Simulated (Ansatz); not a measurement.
**Molecular dynamics, with input and output: KCl (part 1 of 2)**

- system: KCl (4 atoms in the cell)
- method: DFT, r2SCAN, plane waves, PAW, no spin polarisation (Ansatz 0.2.0)

The structure was built on a prototype by a generator. The geometry comes from this level: r2SCAN. It belongs to a series of runs on one base structure; here: npt_langevin at 800 K. Figures and captions count atoms from 1; the log counts them from 0 in places.

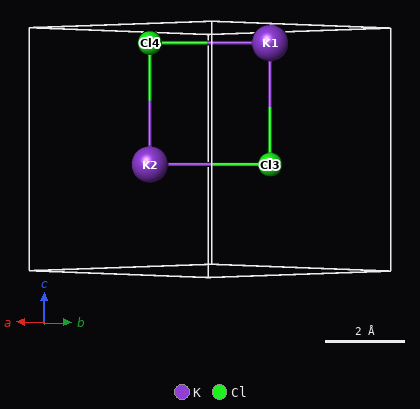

Fig. 1: The input geometry (ball-and-stick view of the cell of the calculation, seen at an oblique angle; atoms are numbered from 1 in the order of the input).

Summary:

- outcome: finished
- mean temperature over the second half: 421 K
- trajectory: 30 steps, 30 fs
- ensemble: npt_langevin
- temperature in the input: 800 K
- time step: 1.0 fs
- space group of the start (tolerance 0.01 Å): P6₃/mmc (194)
- electrons treated: 32
- potential energy (free energy of the electrons) (last step): −5260.5323 eV
- Fermi energy (last step): 1.807 eV
- pressure (without the kinetic term) (last step): 0.33 GPa
- largest force (length of the vector) (last step): 0.668 eV/Å
- hardware: 4 threads of Intel Xeon @ 2.70GHz, 189 GiB of memory available, shared host
- wall time: 2.8 min (CPU time 10 min)
- peak memory: 0.85 GiB

Notes:

The k-point mesh is coarse for a cell of this size, so the results may not be converged. So short a trajectory is not equilibrated. The logged temperature at the start can lie below the typed one, since it is counted over all degrees of freedom.

The input:
```yaml
crystal:
  lattice:
    - [5.3438035411, 0.0, 0.0]
    - [-2.6719017706, 4.6278696194, 0.0]
    - [0.0, 0.0, 6.2391672516]
  atoms:
    - { symbol: K, position: [0.3333333333, 0.6666666667, -0.0625] }
    - { symbol: K, position: [0.6666666667, 0.3333333333, 0.4375] }
    - { symbol: Cl, position: [0.3333333333, 0.6666666667, 0.4375] }
    - { symbol: Cl, position: [0.6666666667, 0.3333333333, 0.9375] }
kpoints:
  mp_grid: { grid: [6, 6, 2] }
hamiltonian:
  xc: r2scan
scf:
  occupations: { method: fermi_dirac, width: 0.069 }
md:
  ensemble: npt_langevin
  temperature: 800
  timestep: 1.0
  n_steps: 30
  initial_velocities: maxwell_boltzmann
  seed: 9672
```

Launch command:
```bash
ansatz run input.yaml --threads 4 --pin off --max-ram 3686MiB --backend cpu --events-out ev --progress --plain --runs-dir out
```

What the program printed:
```
Warning: md: disabling space-group detection — thermal motion breaks the input geometry's symmetry, so no spatial operation reduces the k-mesh or symmetrises the density; time reversal is kept, so that k and −k are solved as one point where they differ and the mesh holds both, and exact exchange and, on two spinor components, a DFT+U term hold to it where the run has them: on two components no moment then forms, and a state that bears one, which a typed moment (crystal.atoms[].spin; refused beside efield: under a hybrid functional) reaches, can lie lower, under hf by electronvolts; crystal.symmetry.detect: false (a key that needs symmetry detection or time reversal refuses this as the deck is read) with time_reversal: false beside it drops time reversal too
Engine: ansatz 0.2.0, x86_64-unknown-linux-gnu
Pseudopotentials: kind: paw
Pseudopotential: K, paw, valence charge 9, recommended cutoff 500 eV (meta_gga), K.paw.azcp
Pseudopotential: Cl, paw, valence charge 7, recommended cutoff 500 eV (meta_gga), Cl.paw.azcp
Functional definition: r2SCAN
  parameter k0 = 0.174
  parameter k1 = 0.065
  parameter a1 = 4.9479
  exchange = r2scan_x(k0 = k0, k1 = k1, a1 = a1)
  correlation = r2scan_c
Crystal: 4 atoms, lattice volume = 154.297 Å³
Basis set: ecut = 500 eV (smoothed over ±3.0 %; plane waves to 520.2 eV, density to 2080.8 eV), 4139 PW (Γ), exchange–correlation on 160×160×192 points (64 copies of the dense FFT grid, shifted against one another)
Bands: 20, of which v1, the nominal top of the filled ones, is band 16 counted from 1 (15 counted from 0)
Symmetry: 1 space group operations
k-points: 40 of 72 (time reversal used)
Non-local potential: K, projectors of the file, l = 0: 3, l = 1: 2, l = 2: 2
Non-local potential: Cl, projectors of the file, l = 0: 2, l = 1: 2, l = 2: 2
PAW form: soft (Blöchl's): semilocal exchange-correlation on the pseudo side does not see the compensation charge
PAW frozen core: K, regenerated for the run's functional (the file was generated under x = pbe(κ = 0.804, μ = 0.2195149727645171), c = pbe(β = 0.06672455060314922))
PAW frozen core: Cl, regenerated for the run's functional (the file was generated under x = pbe(κ = 0.804, μ = 0.2195149727645171), c = pbe(β = 0.06672455060314922))
PAW one-centre angular grid: K, 302 points (default); XC on 160 Gauss nodes
PAW one-centre angular grid: Cl, 302 points (default); XC on 160 Gauss nodes
Initial density: superposition of atomic densities (neutral atoms: chi_scale 0, normalization atom), corrected by the library's trained network
Initial wavefunctions: pseudopotential atomic-orbital guess
Functional: x = r2scan, c = r2scan; τ floored in thin density (d = 2e-4 eV/Å³)
SCF iter   1: F=—  HF=-5260.632365 eV  |F-HF|=—  |Δ(HF+E_count)|=         —  Δρ=3.44e-3  dr2=8.79e-3  dr2_τ=3.45e-3  ethr=1.77e-3  ⟨swp⟩=6.6  Hψ=4224  notcnv=0
preconditioner: auto → Resta (q_TF=auto, 2.099 Å⁻¹)  ε∞=2.1  [insulator: Δε(μ)=5.428 eV  Ē_g=14.860 eV  σ=0.069 eV  W_gap=1.00  n_scr=22 (ndim 8)  ℏωp=15.8 eV  f_vac=0.253  D(μ)=0.00/eV (n_scr^D=0)  ε∞_Penn≈2.1]
SCF iter   2: F=—  HF=-5260.672451 eV  |F-HF|=—  |Δ(HF+E_count)|=   4.01e-2  Δρ=1.72e-3  dr2=2.16e-3  dr2_τ=7.38e-5  ethr=2.75e-5  ⟨swp⟩=2.0  Hψ=1841  notcnv=0
SCF iter   3: F=—  HF=-5260.672711 eV  |F-HF|=—  |Δ(HF+E_count)|=   2.60e-4  Δρ=2.04e-4  dr2=6.13e-5  dr2_τ=7.16e-6  ethr=6.75e-6  ⟨swp⟩=2.4  Hψ=1428  notcnv=0
SCF iter   4: F=—  HF=-5260.672795 eV  |F-HF|=—  |Δ(HF+E_count)|=   8.42e-5  Δρ=3.80e-5  dr2=3.07e-6  dr2_τ=5.75e-7  ethr=1.91e-7  ⟨swp⟩=2.0  Hψ=1299  notcnv=0
SCF iter   5: F=—  HF=-5260.672898 eV  |F-HF|=—  |Δ(HF+E_count)|=   1.03e-4  Δρ=8.80e-6  dr2=2.83e-7  dr2_τ=1.44e-8  ethr=9.61e-9  ⟨swp⟩=2.0  Hψ=1040  notcnv=0
SCF iter   6: F=—  HF=-5260.672899 eV  |F-HF|=—  |Δ(HF+E_count)|=   9.72e-7  Δρ=2.60e-6  dr2=1.51e-8  dr2_τ=1.75e-9  ethr=8.85e-10  ⟨swp⟩=2.0  Hψ=1360  notcnv=0
SCF iter   7: F=-5260.672899 eV  HF=-5260.672899 eV  |F-HF|=5.01e-10  |Δ(HF+E_count)|=   2.84e-8  Δρ=9.54e-7  dr2=1.86e-9  dr2_τ=2.01e-10  ethr=1.25e-11  ⟨swp⟩=4.1  Hψ=2884  notcnv=0
SCF 1 converged in 7 iterations: F = -5260.672899 eV  dr2 = 1.86e-9
  greatest PAW one-centre occupation: 0.989 electrons in one spin orbital (limit 2), on the K atom at site 1 (counted from 0), in its partial waves of l = 0
md step     0: t =     0.00 fs  T =   600.0 K  F+E_penalty+E_count = -5260.67289869 eV  E_kin = 0.310224 eV  conserved = -5260.71004843 eV  P_inst = 0.2534 GPa  V = 154.2973 Å³  selection 1  (7 SCF iters)
Crystal: 4 atoms, lattice volume = 154.263 Å³
Initial density: handed on by an earlier stage of this run
Initial wavefunctions: those handed on with the density
iter 1 solved again at ethr=3.87e-7 eV; its pass at ethr=3.10e-3 eV (dr2=1.24e-4 eV) is discarded
SCF iter   1: F=—  HF=-5260.671532 eV  |F-HF|=—  |Δ(HF+E_count)|=         —  Δρ=2.90e-4  dr2=1.55e-4  dr2_τ=4.02e-3  ethr=3.87e-7  ⟨swp⟩=2.5  Hψ=5057  notcnv=0
automatic band count: iteration 1 solves 19 bands in place of 20: the levels show a gap, and the empty bands left out lie too high to hold charge; the band table lists the bands solved (type scf.n_extra_bands for more)
preconditioner: auto → Resta (q_TF=auto, 2.099 Å⁻¹)  ε∞=2.2  [insulator: Δε(μ)=5.352 eV  Ē_g=14.469 eV  σ=0.069 eV  W_gap=1.00  n_scr=22 (ndim 8)  ℏωp=15.8 eV  f_vac=0.257  D(μ)=0.00/eV (n_scr^D=0)  ε∞_Penn≈2.2]
SCF iter   2: F=—  HF=-5260.672561 eV  |F-HF|=—  |Δ(HF+E_count)|=   1.03e-3  Δρ=1.38e-4  dr2=3.80e-5  dr2_τ=2.25e-6  ethr=3.87e-7  ⟨swp⟩=2.0  Hψ=1520  notcnv=0
SCF iter   3: F=—  HF=-5260.672549 eV  |F-HF|=—  |Δ(HF+E_count)|=   1.19e-5  Δρ=5.26e-5  dr2=2.59e-6  dr2_τ=6.41e-7  ethr=1.19e-7  ⟨swp⟩=2.8  Hψ=1447  notcnv=0
SCF iter   4: F=—  HF=-5260.672647 eV  |F-HF|=—  |Δ(HF+E_count)|=   9.76e-5  Δρ=1.62e-5  dr2=3.24e-7  dr2_τ=2.28e-8  ethr=8.09e-9  ⟨swp⟩=2.0  Hψ=1236  notcnv=0
SCF iter   5: F=—  HF=-5260.672647 eV  |F-HF|=—  |Δ(HF+E_count)|=   3.84e-7  Δρ=2.34e-6  dr2=1.50e-8  dr2_τ=4.36e-10  ethr=1.01e-9  ⟨swp⟩=2.5  Hψ=1363  notcnv=0
SCF iter   6: F=-5260.672647 eV  HF=-5260.672647 eV  |F-HF|=6.18e-10  |Δ(HF+E_count)|=   2.19e-8  Δρ=4.80e-7  dr2=5.04e-10  dr2_τ=4.18e-11  ethr=1.25e-11  ⟨swp⟩=4.0  Hψ=2776  notcnv=0
SCF 2 converged in 6 iterations: F = -5260.672647 eV  dr2 = 5.04e-10
md step     1: t =     1.00 fs  T =   645.8 K  F+E_penalty+E_count = -5260.67264736 eV  E_kin = 0.333909 eV  conserved = -5260.71005389 eV  P_inst = 0.2739 GPa  V = 154.2632 Å³  selection 1  (6 SCF iters)
[... from here on the SCF iterations and repeated set-up lines of each step are left out, up to the last step ...]
SCF 3 converged in 6 iterations: F = -5260.671942 eV  dr2 = 6.46e-10
md step     2: t =     2.00 fs  T =   552.2 K  F+E_penalty+E_count = -5260.67194158 eV  E_kin = 0.285503 eV  conserved = -5260.71004244 eV  P_inst = 0.2440 GPa  V = 154.2519 Å³  selection 1  (6 SCF iters)
SCF 4 converged in 6 iterations: F = -5260.670821 eV  dr2 = 7.77e-10
md step     3: t =     3.00 fs  T =   613.9 K  F+E_penalty+E_count = -5260.67082097 eV  E_kin = 0.317400 eV  conserved = -5260.71004906 eV  P_inst = 0.2651 GPa  V = 154.3039 Å³  selection 1  (6 SCF iters)
SCF 5 converged in 6 iterations: F = -5260.669323 eV  dr2 = 8.89e-10
md step     4: t =     4.00 fs  T =   483.8 K  F+E_penalty+E_count = -5260.66932256 eV  E_kin = 0.250160 eV  conserved = -5260.71003803 eV  P_inst = 0.2125 GPa  V = 154.4239 Å³  selection 1  (6 SCF iters)
SCF 6 converged in 5 iterations: F = -5260.667548 eV  dr2 = 4.16e-10
md step     5: t =     5.00 fs  T =   480.3 K  F+E_penalty+E_count = -5260.66754815 eV  E_kin = 0.248332 eV  conserved = -5260.71003912 eV  P_inst = 0.1968 GPa  V = 154.6416 Å³  selection 1  (5 SCF iters)
SCF 7 converged in 5 iterations: F = -5260.665308 eV  dr2 = 2.62e-10
md step     6: t =     6.00 fs  T =   551.6 K  F+E_penalty+E_count = -5260.66530830 eV  E_kin = 0.285220 eV  conserved = -5260.71004351 eV  P_inst = 0.2145 GPa  V = 154.8090 Å³  selection 1  (5 SCF iters)
SCF 8 converged in 5 iterations: F = -5260.662577 eV  dr2 = 4.75e-10
md step     7: t =     7.00 fs  T =   532.1 K  F+E_penalty+E_count = -5260.66257726 eV  E_kin = 0.275127 eV  conserved = -5260.71004273 eV  P_inst = 0.2104 GPa  V = 154.8815 Å³  selection 1  (5 SCF iters)
SCF 9 converged in 4 iterations: F = -5260.659535 eV  dr2 = 1.85e-9
md step     8: t =     8.00 fs  T =   465.3 K  F+E_penalty+E_count = -5260.65953455 eV  E_kin = 0.240558 eV  conserved = -5260.71003852 eV  P_inst = 0.1956 GPa  V = 154.9011 Å³  selection 1  (4 SCF iters)
SCF 10 converged in 5 iterations: F = -5260.656383 eV  dr2 = 1.43e-10
md step     9: t =     9.00 fs  T =   380.8 K  F+E_penalty+E_count = -5260.65638287 eV  E_kin = 0.196897 eV  conserved = -5260.71003084 eV  P_inst = 0.1782 GPa  V = 154.8858 Å³  selection 1  (5 SCF iters)
SCF 11 converged in 6 iterations: F = -5260.653144 eV  dr2 = 3.69e-10
md step    10: t =    10.00 fs  T =   378.8 K  F+E_penalty+E_count = -5260.65314442 eV  E_kin = 0.195847 eV  conserved = -5260.71002936 eV  P_inst = 0.1889 GPa  V = 154.8874 Å³  selection 1  (6 SCF iters)
SCF 12 converged in 4 iterations: F = -5260.649642 eV  dr2 = 9.24e-10
md step    11: t =    11.00 fs  T =   375.9 K  F+E_penalty+E_count = -5260.64964169 eV  E_kin = 0.194354 eV  conserved = -5260.71002918 eV  P_inst = 0.2000 GPa  V = 154.8917 Å³  selection 1  (4 SCF iters)
SCF 13 converged in 4 iterations: F = -5260.646060 eV  dr2 = 2.91e-9
md step    12: t =    12.00 fs  T =   303.8 K  F+E_penalty+E_count = -5260.64606006 eV  E_kin = 0.157090 eV  conserved = -5260.71002141 eV  P_inst = 0.1901 GPa  V = 154.8605 Å³  selection 1  (4 SCF iters)
SCF 14 converged in 5 iterations: F = -5260.642373 eV  dr2 = 1.62e-10
md step    13: t =    13.00 fs  T =   350.6 K  F+E_penalty+E_count = -5260.64237317 eV  E_kin = 0.181284 eV  conserved = -5260.71002277 eV  P_inst = 0.2218 GPa  V = 154.8430 Å³  selection 1  (5 SCF iters)
SCF 15 converged in 4 iterations: F = -5260.638407 eV  dr2 = 3.46e-9
md step    14: t =    14.00 fs  T =   326.4 K  F+E_penalty+E_count = -5260.63840718 eV  E_kin = 0.168758 eV  conserved = -5260.71002238 eV  P_inst = 0.2254 GPa  V = 154.8666 Å³  selection 1  (4 SCF iters)
SCF 16 converged in 4 iterations: F = -5260.634081 eV  dr2 = 1.89e-9
md step    15: t =    15.00 fs  T =   405.3 K  F+E_penalty+E_count = -5260.63408114 eV  E_kin = 0.209559 eV  conserved = -5260.71002899 eV  P_inst = 0.2676 GPa  V = 154.8847 Å³  selection 1  (4 SCF iters)
SCF 17 converged in 4 iterations: F = -5260.629620 eV  dr2 = 3.41e-9
md step    16: t =    16.00 fs  T =   324.7 K  F+E_penalty+E_count = -5260.62962024 eV  E_kin = 0.167876 eV  conserved = -5260.71002163 eV  P_inst = 0.2535 GPa  V = 154.9012 Å³  selection 1  (4 SCF iters)
SCF 18 converged in 5 iterations: F = -5260.625106 eV  dr2 = 6.73e-10
md step    17: t =    17.00 fs  T =   339.7 K  F+E_penalty+E_count = -5260.62510555 eV  E_kin = 0.175633 eV  conserved = -5260.71002565 eV  P_inst = 0.2771 GPa  V = 154.8827 Å³  selection 1  (5 SCF iters)
SCF 19 converged in 5 iterations: F = -5260.620326 eV  dr2 = 1.20e-9
md step    18: t =    18.00 fs  T =   314.5 K  F+E_penalty+E_count = -5260.62032647 eV  E_kin = 0.162601 eV  conserved = -5260.71002093 eV  P_inst = 0.2888 GPa  V = 154.8482 Å³  selection 1  (5 SCF iters)
SCF 20 converged in 4 iterations: F = -5260.615118 eV  dr2 = 2.66e-9
md step    19: t =    19.00 fs  T =   397.5 K  F+E_penalty+E_count = -5260.61511804 eV  E_kin = 0.205519 eV  conserved = -5260.71002939 eV  P_inst = 0.3391 GPa  V = 154.8288 Å³  selection 1  (4 SCF iters)
SCF 21 converged in 6 iterations: F = -5260.609151 eV  dr2 = 5.81e-10
md step    20: t =    20.00 fs  T =   404.6 K  F+E_penalty+E_count = -5260.60915125 eV  E_kin = 0.209203 eV  conserved = -5260.71003406 eV  P_inst = 0.3658 GPa  V = 154.8035 Å³  selection 1  (6 SCF iters)
SCF 22 converged in 4 iterations: F = -5260.602671 eV  dr2 = 3.52e-9
md step    21: t =    21.00 fs  T =   382.2 K  F+E_penalty+E_count = -5260.60267104 eV  E_kin = 0.197615 eV  conserved = -5260.71003394 eV  P_inst = 0.3847 GPa  V = 154.7675 Å³  selection 1  (4 SCF iters)
SCF 23 converged in 4 iterations: F = -5260.595668 eV  dr2 = 3.38e-9
md step    22: t =    22.00 fs  T =   431.3 K  F+E_penalty+E_count = -5260.59566787 eV  E_kin = 0.222992 eV  conserved = -5260.71003936 eV  P_inst = 0.4274 GPa  V = 154.7700 Å³  selection 1  (4 SCF iters)
SCF 24 converged in 5 iterations: F = -5260.588054 eV  dr2 = 3.16e-10
md step    23: t =    23.00 fs  T =   462.0 K  F+E_penalty+E_count = -5260.58805390 eV  E_kin = 0.238887 eV  conserved = -5260.71003930 eV  P_inst = 0.4598 GPa  V = 154.8369 Å³  selection 1  (5 SCF iters)
SCF 25 converged in 4 iterations: F = -5260.580154 eV  dr2 = 2.54e-9
md step    24: t =    24.00 fs  T =   446.3 K  F+E_penalty+E_count = -5260.58015393 eV  E_kin = 0.230740 eV  conserved = -5260.71003609 eV  P_inst = 0.4702 GPa  V = 154.9705 Å³  selection 1  (4 SCF iters)
SCF 26 converged in 5 iterations: F = -5260.571830 eV  dr2 = 4.26e-10
md step    25: t =    25.00 fs  T =   473.7 K  F+E_penalty+E_count = -5260.57182990 eV  E_kin = 0.244916 eV  conserved = -5260.71004392 eV  P_inst = 0.4880 GPa  V = 155.2013 Å³  selection 1  (5 SCF iters)
SCF 27 converged in 5 iterations: F = -5260.563058 eV  dr2 = 7.20e-10
md step    26: t =    26.00 fs  T =   499.1 K  F+E_penalty+E_count = -5260.56305783 eV  E_kin = 0.258033 eV  conserved = -5260.71004318 eV  P_inst = 0.4997 GPa  V = 155.5048 Å³  selection 1  (5 SCF iters)
SCF 28 converged in 5 iterations: F = -5260.554451 eV  dr2 = 4.09e-10
md step    27: t =    27.00 fs  T =   474.0 K  F+E_penalty+E_count = -5260.55445114 eV  E_kin = 0.245078 eV  conserved = -5260.71003383 eV  P_inst = 0.4930 GPa  V = 155.8052 Å³  selection 1  (5 SCF iters)
SCF 29 converged in 4 iterations: F = -5260.546590 eV  dr2 = 2.14e-9
md step    28: t =    28.00 fs  T =   472.3 K  F+E_penalty+E_count = -5260.54659043 eV  E_kin = 0.244202 eV  conserved = -5260.71002346 eV  P_inst = 0.4925 GPa  V = 156.1012 Å³  selection 1  (4 SCF iters)
SCF 30 converged in 4 iterations: F = -5260.539413 eV  dr2 = 3.92e-9
md step    29: t =    29.00 fs  T =   476.0 K  F+E_penalty+E_count = -5260.53941322 eV  E_kin = 0.246101 eV  conserved = -5260.71001765 eV  P_inst = 0.4919 GPa  V = 156.3946 Å³  selection 1  (4 SCF iters)
Crystal: 4 atoms, lattice volume = 156.639 Å³
Basis set: ecut = 500 eV (smoothed over ±3.0 %; plane waves to 520.2 eV, density to 2080.8 eV), 4187 PW (Γ), exchange–correlation on 160×160×192 points (64 copies of the dense FFT grid, shifted against one another)
iter 1 solved again at ethr=3.52e-7 eV; its pass at ethr=3.10e-3 eV (dr2=1.13e-4 eV) is discarded
SCF iter   1: F=—  HF=-5260.530987 eV  |F-HF|=—  |Δ(HF+E_count)|=         —  Δρ=2.78e-4  dr2=1.60e-4  dr2_τ=3.48e-3  ethr=3.52e-7  ⟨swp⟩=2.2  Hψ=5388  notcnv=0
preconditioner: auto → Resta (q_TF=auto, 2.094 Å⁻¹)  ε∞=2.1  [insulator: Δε(μ)=5.334 eV  Ē_g=14.741 eV  σ=0.069 eV  W_gap=1.00  n_scr=22 (ndim 8)  ℏωp=15.7 eV  f_vac=0.264  D(μ)=0.00/eV (n_scr^D=0)  ε∞_Penn≈2.1]
SCF iter   2: F=—  HF=-5260.532179 eV  |F-HF|=—  |Δ(HF+E_count)|=   1.19e-3  Δρ=1.34e-4  dr2=3.76e-5  dr2_τ=2.19e-6  ethr=3.52e-7  ⟨swp⟩=2.0  Hψ=1595  notcnv=0
SCF iter   3: F=—  HF=-5260.532165 eV  |F-HF|=—  |Δ(HF+E_count)|=   1.39e-5  Δρ=5.28e-5  dr2=3.08e-6  dr2_τ=5.64e-7  ethr=1.18e-7  ⟨swp⟩=2.7  Hψ=1510  notcnv=0
SCF iter   4: F=—  HF=-5260.532259 eV  |F-HF|=—  |Δ(HF+E_count)|=   9.38e-5  Δρ=1.50e-5  dr2=2.92e-7  dr2_τ=2.33e-8  ethr=9.61e-9  ⟨swp⟩=2.0  Hψ=1282  notcnv=0
SCF iter   5: F=—  HF=-5260.532259 eV  |F-HF|=—  |Δ(HF+E_count)|=   3.02e-7  Δρ=2.35e-6  dr2=2.15e-8  dr2_τ=7.19e-10  ethr=9.12e-10  ⟨swp⟩=2.0  Hψ=1385  notcnv=0
SCF iter   6: F=-5260.532259 eV  HF=-5260.532259 eV  |F-HF|=1.76e-9  |Δ(HF+E_count)|=   2.29e-8  Δρ=7.51e-7  dr2=1.53e-9  dr2_τ=1.14e-10  ethr=1.25e-11  ⟨swp⟩=4.0  Hψ=2800  notcnv=0
SCF 31 converged in 6 iterations: F = -5260.532259 eV  dr2 = 1.53e-9
md step    30: t =    30.00 fs  T =   430.3 K  F+E_penalty+E_count = -5260.53225929 eV  E_kin = 0.222467 eV  conserved = -5260.71001512 eV  P_inst = 0.4785 GPa  V = 156.6391 Å³  selection 1  (6 SCF iters)
Basis set: ecut = 500 eV, 3971 PW (Γ), exchange–correlation on 160×160×192 points (64 copies of the dense FFT grid, shifted against one another)
Initial wavefunctions: pseudopotential atomic-orbital guess (no wavefunctions were taken with the density)
iter 1 solved again at ethr=3.19e-7 eV; its pass at ethr=3.10e-3 eV (dr2=1.02e-4 eV) is discarded
SCF iter   1: F=—  HF=-5260.532163 eV  |F-HF|=—  |Δ(HF+E_count)|=         —  Δρ=1.45e-6  dr2=4.32e-9  dr2_τ=1.24e-9  ethr=3.19e-7  ⟨swp⟩=3.4  Hψ=6335  notcnv=0
eigensolver tolerance schedule: the retry pair's looser diagonalisation over-reported the residual by 23598.08 of it (diagonalisation noise at an unbounded share of the residual, at the tolerance the schedule requests for it); recorded, not acted on — ethr = c·dr2/N_el stays at c = 1.0e-1
preconditioner: auto → Resta (q_TF=auto, 2.094 Å⁻¹)  ε∞=2.1  [insulator: Δε(μ)=5.334 eV  Ē_g=14.745 eV  σ=0.069 eV  W_gap=1.00  n_scr=22 (ndim 8)  ℏωp=15.7 eV  f_vac=0.264  D(μ)=0.00/eV (n_scr^D=0)  ε∞_Penn≈2.1]
SCF iter   2: F=—  HF=-5260.532253 eV  |F-HF|=—  |Δ(HF+E_count)|=   9.01e-5  Δρ=1.16e-6  dr2=2.14e-9  dr2_τ=5.37e-10  ethr=1.25e-11  ⟨swp⟩=2.9  Hψ=3789  notcnv=0
SCF iter   3: F=-5260.532253 eV  HF=-5260.532253 eV  |F-HF|=7.41e-10  |Δ(HF+E_count)|=  2.04e-10  Δρ=7.03e-7  dr2=6.77e-10  dr2_τ=6.61e-11  ethr=6.68e-12  ⟨swp⟩=2.2  Hψ=2566  notcnv=0
SCF 32 converged in 3 iterations: F = -5260.532253 eV  dr2 = 6.77e-10
```
